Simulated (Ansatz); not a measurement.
**Two runs on WSi$_{2}$**

System: WSi$_{2}$ (P6₂22, 9 atoms in the cell).
Method of the first run: Kohn-Sham DFT of a periodic cell, PBE0, Ansatz PAW, no spin polarisation (Ansatz 0.2.0).

The structure derives from a Materials Project entry. Text and figures count atoms from 1; the logs count them from 0 in places.

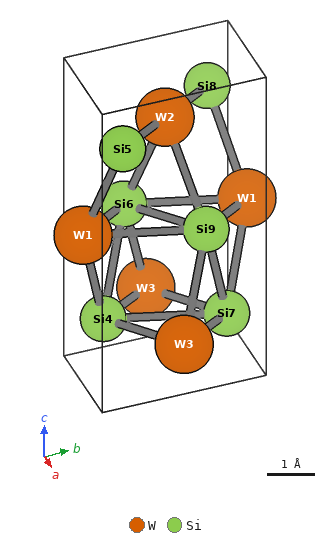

The input geometry (ball-and-stick view of the cell of the calculation, seen slightly off an axis; atoms are numbered from 1 in the order of the input). An atom can appear more than once, as a periodic image. Near neighbours in the periodic cell (some may lie outside the picture): W has 10 Si at 2.59 to 2.69 Å; Si has 5 Si at 2.57 to 2.69 Å and 5 W at 2.59 to 2.69 Å.

Input, the first run:
```yaml
crystal:
  lattice:
    - [4.6168523821, 0.0, 0.0]
    - [-2.3084261911, 3.9983114484, 0.0]
    - [0.0, 0.0, 6.653222]
  atoms:
    - { symbol: W, position: [0.5, 0.0, 0.5] }
    - { symbol: W, position: [0.5, 0.5, 0.8333333333] }
    - { symbol: W, position: [0.0, 0.5, 0.1666666667] }
    - { symbol: Si, position: [0.327252, 0.163626, 0.1666666667] }
    - { symbol: Si, position: [0.836374, 0.163626, 0.8333333333] }
    - { symbol: Si, position: [0.163626, 0.327252, 0.5] }
    - { symbol: Si, position: [0.672748, 0.836374, 0.1666666667] }
    - { symbol: Si, position: [0.163626, 0.836374, 0.8333333333] }
    - { symbol: Si, position: [0.836374, 0.672748, 0.5] }
hamiltonian:
  xc: pbe0
  pseudopotentials: { kind: paw }
kpoints:
  mp_grid: { grid: [6, 6, 4] }
scf:
  occupations: { method: fermi_dirac, width: 0.05 }
output:
  forces: true
  stress: true
  eigenvalues: true
```

Hardware: 1 × NVIDIA H100 80GB HBM3, 2 threads of AMD EPYC (Zen 3), 288 GiB of memory available, shared host.

Output, shortened to warnings, some set-up lines, iterations and results (the first run):
```
Warning: output.stress: scf.convergence.dr2_threshold = 1e-7 eV (the SCF's general default) is looser than the 9e-10 eV advised for a printed stress (1e-10 eV for each atom of the cell: 9). What an SCF threshold leaves in a stress goes as its square root, and in the free energy as the threshold itself, and one threshold admits the most on a small cell: of the crystals measured, under no hybrid …
Warning: output.stress: scf.exx.energy_threshold = 1e-6 eV is looser than the 9e-8 eV advised for a stress under a hybrid functional (1e-8 eV for each atom of the cell: 9). Every SCF of the exchange loop can meet its threshold on dr2 while the loop round them stops early: no threshold on dr2 bounds what that leaves in the stress. Set scf.exx.energy_threshold to 9e-8 eV or tighter. The threshold …
Basis set: ecut = 420 eV, 2405 PW (Γ), exchange–correlation on 64×64×90 points (8 copies of the dense FFT grid, shifted against one another)
Symmetry: 12 space group operations
k-points: 21 of 144 (time reversal used)
Initial density: superposition of atomic densities (neutral atoms: chi_scale 0, normalization atom), corrected by the library's trained network
[...]
SCF iter   1: F=—  HF=-34971.738602 eV  |F-HF|=—  |Δ(HF+E_count)|=         —  Δρ=6.72e-3  dr2=2.56e-2  ethr=1.77e-3  ⟨swp⟩=9.1  Hψ=3994  notcnv=0
SCF iter   2: F=—  HF=-34971.736044 eV  |F-HF|=—  |Δ(HF+E_count)|=   2.56e-3  Δρ=3.81e-3  dr2=8.89e-3  ethr=3.88e-5  ⟨swp⟩=6.2  Hψ=2025  notcnv=0  defer=20
SCF iter   3: F=—  HF=-34971.734909 eV  |F-HF|=—  |Δ(HF+E_count)|=   1.14e-3  Δρ=3.71e-4  dr2=1.51e-4  ethr=2.19e-7  ⟨swp⟩=4.6  Hψ=4278  notcnv=0  defer=1
SCF iter   4: F=—  HF=-34971.734881 eV  |F-HF|=—  |Δ(HF+E_count)|=   2.75e-5  Δρ=8.44e-5  dr2=1.02e-5  ethr=2.19e-7  ⟨swp⟩=3.3  Hψ=1873  notcnv=0
SCF iter   5: F=—  HF=-34971.734879 eV  |F-HF|=—  |Δ(HF+E_count)|=   2.63e-6  Δρ=1.74e-5  dr2=3.79e-7  ethr=1.54e-8  ⟨swp⟩=3.2  Hψ=1921  notcnv=0
[... 24 lines ...]
SCF iter  10: F=-34971.305355 eV  HF=-34971.305355 eV  |F-HF|=2.18e-11  |Δ(HF+E_count)|=  8.00e-10  Δρ=1.39e-7  dr2=3.54e-11  ethr=4.31e-12  ⟨swp⟩=5.6  Hψ=2122  notcnv=0  …
SCF 4 converged in 10 iterations: F = -34971.305355 eV  dr2 = 3.54e-11
SCF iter   1: F=—  HF=-34971.305355 eV  |F-HF|=—  |Δ(HF+E_count)|=         —  Δρ=7.26e-7  dr2=1.58e-10  ethr=1.56e-10  ⟨swp⟩=7.2  Hψ=2543  notcnv=0
SCF iter   2: F=-34971.305355 eV  HF=-34971.305355 eV  |F-HF|=0.00e0  |Δ(HF+E_count)|=  3.49e-10  Δρ=3.64e-7  dr2=4.22e-11  ethr=1.24e-12 (applied; sched 1.00e-12)  ⟨swp⟩=4.1 …
SCF 5 converged in 2 iterations: F = -34971.305355 eV  dr2 = 4.22e-11
  Residual-converged pass: ⟨swp⟩=3.0  Hψ=1953  notcnv=0  max |occ|·‖R‖ = 2.6e-7 eV (tolerance 2.7e-7 eV)  dr2=4.34e-11  dr2_onsite=1.85e-12  max |Δocc| = 1.3e-15
hybrid outer 4: dexx = +5.250e-10 eV, tail = 1.41e-10 eV, Δε = 2.26e-5 eV (about 2.03e-6 eV left of the loop's levels), ΔF = 3.51e-6 eV/Å (tail 1.59e-5)
hybrid SCF converged: 4 outer / 22 inner (+7 warm-up), last move |dexx| = 5.25e-10 eV, tail = 1.41e-10 eV
Stability not checked: this state was not tested for a lower state beside it, because the functional holds exact exchange (a hybrid, or Hartree-Fock), whose exchange loop this test does not read (fock_operator; see scf.lower_state_search)
Free energy (F): -34971.305355 eV
Frozen-core exchange: fock
Harris-Foulkes:  -34971.305355 eV  (|F-HF|=0.00e0)
Internal energy: -34971.305353 eV  (E = F + TS)
E sigma→0 (E₀):  -34971.305354 eV
Entropy (-TS):   -0.000002 eV (-0.000 meV/atom)
Fermi energy:    17.157907 eV
--- Per-component energies (eV) ---
  E_band       = -380.010468
  E_kinetic    = 1618.852382
  E_local      = -2841.271672  (includes V_loc(G=0)·N_el)
  E_nonlocal   = 149.712323
  E_hartree    = 1113.786899
  E_xc         = -883.797658
  E_vxc        = -785.220526  (∫ρ·V_xc dr)
  E_exx        = -184.418795  (= α·E_x^exact, valence–valence)
  E_paw        = -28836.965715  (= ΣΔE_a)
  E_vpaw       = -380.818881  (= ΣTr[D̂ρ^β])
  E_aug_tail   = -0.000146  (compensation charges beyond the density's cutoff)
  E_ewald      = -5098.042412
  E_core_change = -9.160560  (= ΣΔE_core)
  E_smearing   = -0.000002  (= −TS)
  E_closure    = 0.000000  (closes the sum)
  Σ components = -34971.305355   (vs F -34971.305355, Δ=0.00e0)
--- Forces (eV/Å), atoms counted from 1 ---
  atom   1  W      0.00000000     0.00000000    -0.00000000
  atom   2  W     -0.00000000     0.00000000     0.00000000
  atom   3  W     -0.00000000     0.00000000    -0.00000000
  atom   4  Si    -0.02024651    -0.01168933     0.00000000
  atom   5  Si     0.02024651    -0.01168933     0.00000000
  atom   6  Si     0.00000000    -0.02337866    -0.00000000
  atom   7  Si     0.02024651     0.01168933    -0.00000000
  atom   8  Si    -0.02024651     0.01168933    -0.00000000
  atom   9  Si    -0.00000000     0.02337866     0.00000000
  max |Σ_I F_I| component: 7.98e-17 eV/Å
--- Stress (GPa, compression-positive) ---
       -6.370181       0.000000      -0.000000
        0.000000      -6.370181      -0.000000
        0.000000      -0.000000      -6.844368
  P = ⅓ Tr σ = -6.5282 GPa (-65.282 kbar)
```

For the second run the input was changed thus:
```diff
-  xc: pbe0
+  xc: hse06
```

How does the second run compare with the first run?

The total energies belong to different methods, so their difference says nothing on which is more stable or more accurate. The gap on the mesh goes from 1.03 to 0.43 eV. The pressure goes from −6.53 to −6.18 GPa. The functional changes from PBE0 to HSE06. The SCF takes 21 iterations against 29.

Output, shortened to warnings, some set-up lines, iterations and results (the second run):
```
Warning: output.stress: scf.convergence.dr2_threshold = 1e-7 eV (the SCF's general default) is looser than the 9e-10 eV advised for a printed stress (1e-10 eV for each atom of the cell: 9). What an SCF threshold leaves in a stress goes as its square root, and in the free energy as the threshold itself, and one threshold admits the most on a small cell: of the crystals measured, under no hybrid …
Warning: output.stress: scf.exx.energy_threshold = 1e-6 eV is looser than the 9e-8 eV advised for a stress under a hybrid functional (1e-8 eV for each atom of the cell: 9). Every SCF of the exchange loop can meet its threshold on dr2 while the loop round them stops early: no threshold on dr2 bounds what that leaves in the stress. Set scf.exx.energy_threshold to 9e-8 eV or tighter. The threshold …
Basis set: ecut = 420 eV, 2405 PW (Γ), exchange–correlation on 64×64×90 points (8 copies of the dense FFT grid, shifted against one another)
Symmetry: 12 space group operations
k-points: 21 of 144 (time reversal used)
Initial density: superposition of atomic densities (neutral atoms: chi_scale 0, normalization atom), corrected by the library's trained network
[...]
SCF iter   1: F=—  HF=-34971.736737 eV  |F-HF|=—  |Δ(HF+E_count)|=         —  Δρ=6.72e-3  dr2=2.57e-2  ethr=1.77e-3  ⟨swp⟩=9.1  Hψ=3994  notcnv=0
SCF iter   2: F=—  HF=-34971.734196 eV  |F-HF|=—  |Δ(HF+E_count)|=   2.54e-3  Δρ=3.81e-3  dr2=8.94e-3  ethr=3.89e-5  ⟨swp⟩=6.2  Hψ=2026  notcnv=0  defer=19
SCF iter   3: F=—  HF=-34971.733050 eV  |F-HF|=—  |Δ(HF+E_count)|=   1.15e-3  Δρ=3.68e-4  dr2=1.42e-4  ethr=2.12e-7  ⟨swp⟩=4.7  Hψ=4304  notcnv=0  defer=1
SCF iter   4: F=—  HF=-34971.733024 eV  |F-HF|=—  |Δ(HF+E_count)|=   2.64e-5  Δρ=8.04e-5  dr2=8.86e-6  ethr=2.12e-7  ⟨swp⟩=3.3  Hψ=1856  notcnv=0
SCF iter   5: F=—  HF=-34971.733021 eV  |F-HF|=—  |Δ(HF+E_count)|=   2.30e-6  Δρ=1.60e-5  dr2=3.03e-7  ethr=1.34e-8  ⟨swp⟩=3.3  Hψ=2032  notcnv=0
[... 14 lines ...]
SCF iter   5: F=—  HF=-34977.637851 eV  |F-HF|=—  |Δ(HF+E_count)|=   2.85e-7  Δρ=3.73e-6  dr2=1.23e-8  ethr=1.94e-11  ⟨swp⟩=5.7  Hψ=3041  notcnv=0
SCF iter   6: F=—  HF=-34977.637851 eV  |F-HF|=—  |Δ(HF+E_count)|=   2.86e-9  Δρ=3.90e-7  dr2=5.74e-9  ethr=1.36e-11  ⟨swp⟩=3.0  Hψ=1793  notcnv=0
SCF iter   7: F=—  HF=-34977.637851 eV  |F-HF|=—  |Δ(HF+E_count)|=   2.75e-8  Δρ=1.01e-6  dr2=1.20e-9  ethr=1.67e-12 (applied; sched 1.00e-12)  ⟨swp⟩=4.9  Hψ=2509  notcnv=0
SCF iter   8: F=-34977.637851 eV  HF=-34977.637851 eV  |F-HF|=2.91e-11  |Δ(HF+E_count)|=   2.68e-9  Δρ=3.72e-7  dr2=7.74e-11  ethr=1.34e-12 (applied; sched 1.00e-12)  …
SCF 3 converged in 8 iterations: F = -34977.637851 eV  dr2 = 7.74e-11
  Residual-converged pass: ⟨swp⟩=3.0  Hψ=1826  notcnv=0  max |occ|·‖R‖ = 2.6e-7 eV (tolerance 2.7e-7 eV)  dr2=7.79e-11  dr2_onsite=4.48e-12  max |Δocc| = 5.4e-13
hybrid outer 2: dexx = +5.415e-6 eV, tail = 2.46e-8 eV, Δε = 2.05e-3 eV (about 4.74e-5 eV left of the loop's levels), ΔF = 1.03e-4 eV/Å (tail 2.97e-5)
hybrid SCF converged: 2 outer / 14 inner (+7 warm-up), last move |dexx| = 5.42e-6 eV, tail = 2.46e-8 eV
Stability not checked: this state was not tested for a lower state beside it, because the functional holds exact exchange (a hybrid, or Hartree-Fock), whose exchange loop this test does not read (fock_operator; see scf.lower_state_search)
Free energy (F): -34977.637852 eV
Frozen-core exchange: fock
Harris-Foulkes:  -34977.637852 eV  (|F-HF|=2.91e-11)
Internal energy: -34977.637543 eV  (E = F + TS)
E sigma→0 (E₀):  -34977.637697 eV
Entropy (-TS):   -0.000309 eV (-0.034 meV/atom)
Fermi energy:    17.151481 eV
--- Per-component energies (eV) ---
  E_band       = -353.835183
  E_kinetic    = 1619.142421
  E_local      = -2842.857748  (includes V_loc(G=0)·N_el)
  E_nonlocal   = 150.316394
  E_hartree    = 1114.671764
  E_xc         = -916.953281
  E_vxc        = -810.787859  (∫ρ·V_xc dr)
  E_exx        = -157.503398  (= α·E_x^exact, valence–valence)
  E_paw        = -28837.287925  (= ΣΔE_a)
  E_vpaw       = -383.984475  (= ΣTr[D̂ρ^β])
  E_aug_tail   = -0.000146  (compensation charges beyond the density's cutoff)
  E_ewald      = -5098.042412
  E_core_change = -9.123213  (= ΣΔE_core)
  E_smearing   = -0.000309  (= −TS)
  E_closure    = 0.000000  (closes the sum)
  Σ components = -34977.637852   (vs F -34977.637852, Δ=7.28e-12)
--- Forces (eV/Å), atoms counted from 1 ---
  atom   1  W      0.00000000     0.00000000    -0.00000000
  atom   2  W     -0.00000000    -0.00000000     0.00000000
  atom   3  W     -0.00000000     0.00000000    -0.00000000
  atom   4  Si    -0.01067138    -0.00616113     0.00000000
  atom   5  Si     0.01067138    -0.00616113     0.00000000
  atom   6  Si     0.00000000    -0.01232225    -0.00000000
  atom   7  Si     0.01067138     0.00616113    -0.00000000
  atom   8  Si    -0.01067138     0.00616113    -0.00000000
  atom   9  Si    -0.00000000     0.01232225     0.00000000
  max |Σ_I F_I| component: 1.68e-16 eV/Å
--- Stress (GPa, compression-positive) ---
       -5.965533      -0.000000      -0.000000
       -0.000000      -5.965533      -0.000000
       -0.000000      -0.000000      -6.620527
  P = ⅓ Tr σ = -6.1839 GPa (-61.839 kbar)
```

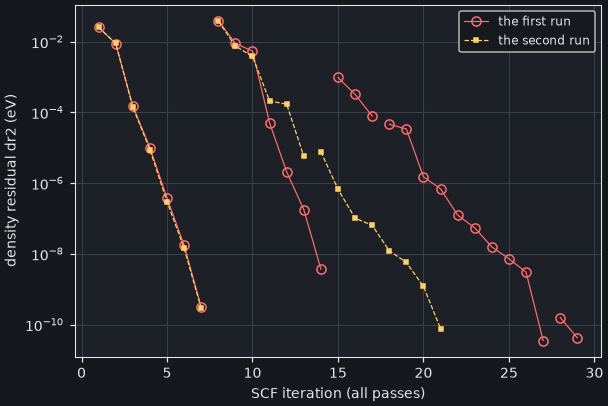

Convergence of the two runs: density residual dr2 against the SCF iteration. A break in a curve parts two SCF passes. The first run takes 29 iterations in all, and the second run takes 21.

The two runs side by side:

```tsv
quantity	the first run	the second run
outcome	converged	converged
free energy per atom (eV)	−3885.7006	−3886.4042
gap on the mesh (eV)	1.03	0.43
pressure (GPa)	−6.53	−6.18
largest force (eV/Å)	0.023	0.012
SCF iterations	29	21
irreducible k-points	21	21
plane waves at Γ	2405	2405
wall time (shared host)	55 s	45 s
```

For both runs: Warnings: the exchange loop's threshold is looser than advised for the stress; the SCF threshold is looser than advised for the printed stress. Spin–orbit coupling is left out, which matters for W. For the first run: The cell is under a tension of 6.5 GPa at this level, so it is not at its equilibrium volume. For the second run: The cell is under a tension of 6.2 GPa at this level, so it is not at its equilibrium volume.
